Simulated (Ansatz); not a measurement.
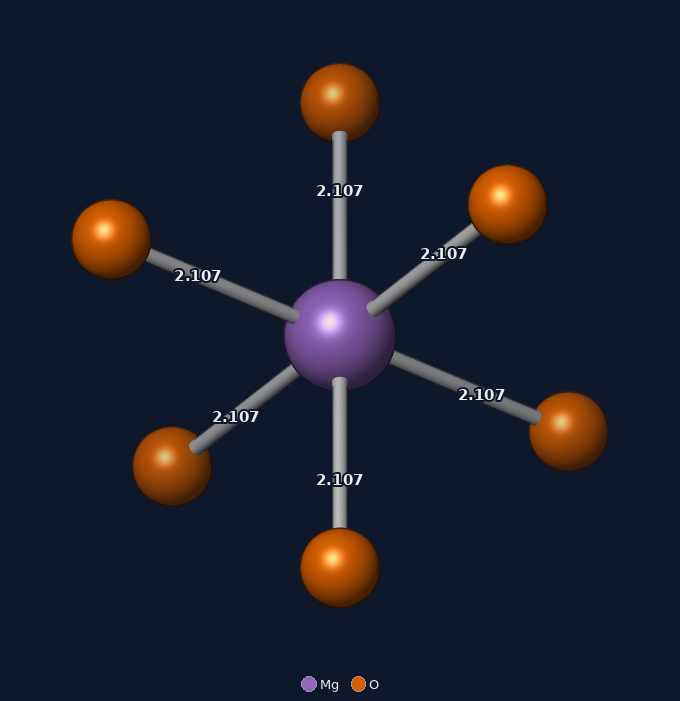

The surroundings of site Mg1 (at 0.000, 0.500, 0.500) in MgO (Fm-3m), with bond lengths in Å.

Origin of the cell: the end point of a relaxation with DFT, PBEsol, plane waves, PAW in Ansatz 0.2.0; the starting structure was generated, so it need not be a known form of this composition.

```xyz
8
Lattice="4.2141 0.0000 0.0000 0.0000 4.2141 0.0000 0.0000 0.0000 4.2141" Properties=species:S:1:pos:R:3 pbc="T T T"
Mg    0.0000    2.1071    2.1071
O     0.0000    2.1071    0.0000
Mg    0.0000    0.0000    0.0000
O     0.0000    0.0000    2.1071
Mg    2.1071    2.1071    0.0000
O     2.1071    2.1071    2.1071
Mg    2.1071    0.0000    2.1071
O     2.1071    0.0000    0.0000
```

Bond valence s = exp((R0 − d)/b), R0 fitted to published crystal structures with b = 0.37 Å; R0 in Å: Mg2+–O 1.677.

Question: Calculate the bond-valence sum of Mg1 from the bonds drawn.

Answer: 6 × 0.313 = 1.88 v.u., against a formal valence of 2: underbonded (bonds long for this ion) by 0.12.

Question: And over the whole structure?

Answer:
| site | x, y, z | formal valence | bond-valence sum | difference |
| --- | --- | --- | --- | --- |
| Mg1 | 0.000, 0.500, 0.500 | +2 | 1.92 | -0.08 |
| O1 | 0.000, 0.500, 0.000 | −2 | 1.92 | -0.08 |

These sums include all anions within 5 Å. The global instability index (root mean square of the differences over all atoms) is 0.08 v.u.: little strain.
